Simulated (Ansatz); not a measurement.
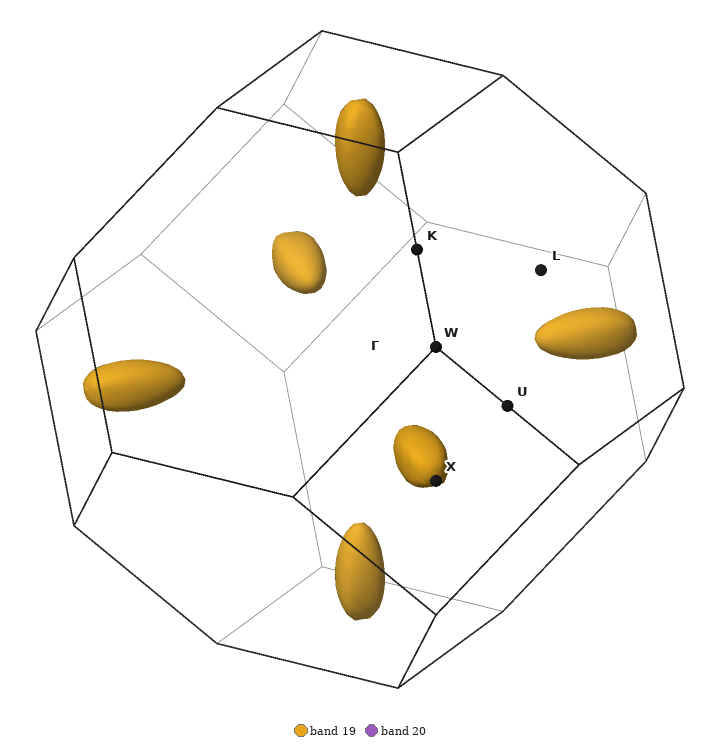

Constant-energy surfaces of BAs (space group F-43m, No. 216), 0.20 eV above the conduction-band minimum (one colour a band).

Method: DFT PBE, spin-orbit coupling, plane waves, PAW; levels and slopes on a dense k mesh at the converged density (Ansatz). Non-magnetic. Mesh 28×28×28, interpolated with the band slopes. Unrelaxed database geometry.

Masses come from a second pass at points close to the extrema; at the energies drawn a band may no longer be parabolic.

Describe the band extrema that these surfaces surround.

Answer. Band 19 forms the conduction edge; band 20 meets it there. Within this energy: six equivalent minima on the Γ–X line, principal masses 0.21, 0.21 and 1.10 mₑ (mean of a spin-orbit pair that splits linearly in k, by up to ±0.066 eV Å along the axes). Another band lies within 0.06 eV there, so the masses may hold only close to the extrema.

And the gap?

Answer. The gap is indirect, 1.12 eV at this level of theory (semilocal functionals give gaps that are too small, and can reorder valleys that lie close).

Where one band's surface lies inside another's, the outer one hides all or part of it.

Time for the whole run: 44 s on 1 thread of Intel(R) Xeon(R) 6975P-C (Granite Rapids), with other jobs on the host, peak memory 0.74 GiB.
